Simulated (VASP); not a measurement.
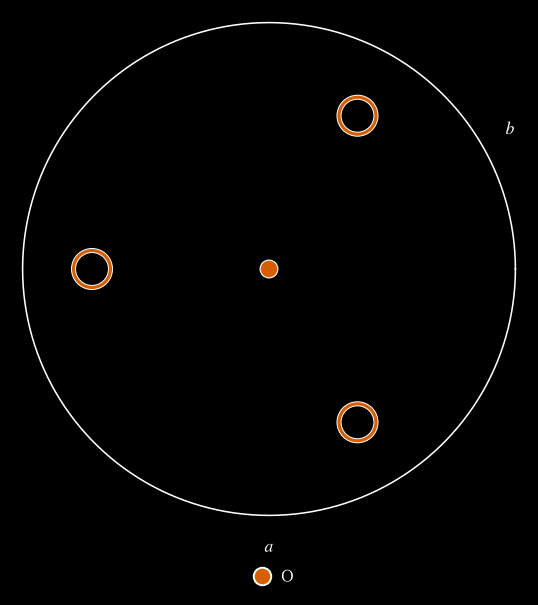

Directions from one zinc atom at (2/3, 1/3, 1.000) to its bonded neighbours, in stereographic projection down c (filled: above the plane of the page or in it, open: below). Crystal: ZnO, the end point of a relaxation with VASP Kohn-Sham DFT of a periodic cell, r2SCAN, VASP PAW PBE potentials, recommended (VASP). The drawing is computed from the coordinates (standard cell, symmetry found to 0.002 Å).

Neighbours are counted up to 2.29 Å for O.

```yaml
crystal:
  lattice:
    - [3.24033, 0.00000, 0.00000]
    - [-1.62016, 2.80621, 0.00000]
    - [0.00000, 0.00000, 5.21996]
  atoms:
    - { symbol: Zn, position: [0.66667, 0.33333, 0.99987] }
    - { symbol: Zn, position: [0.33333, 0.66667, 0.49987] }
    - { symbol: O, position: [0.33333, 0.66667, 0.87914] }
    - { symbol: O, position: [0.66667, 0.33333, 0.37914] }
```

### How many neighbours are there, and at what angles?

4: 3 O at 1.97 Å, 1 O at 1.98 Å. Angles between bonds: 109° (3×), 110° (3×).

### What is the site's symmetry in the crystal?

Point group 3m (C3v), order 6: one threefold axis, three mirror planes. In No. 186, P6_3mc this is Wyckoff position 2b.
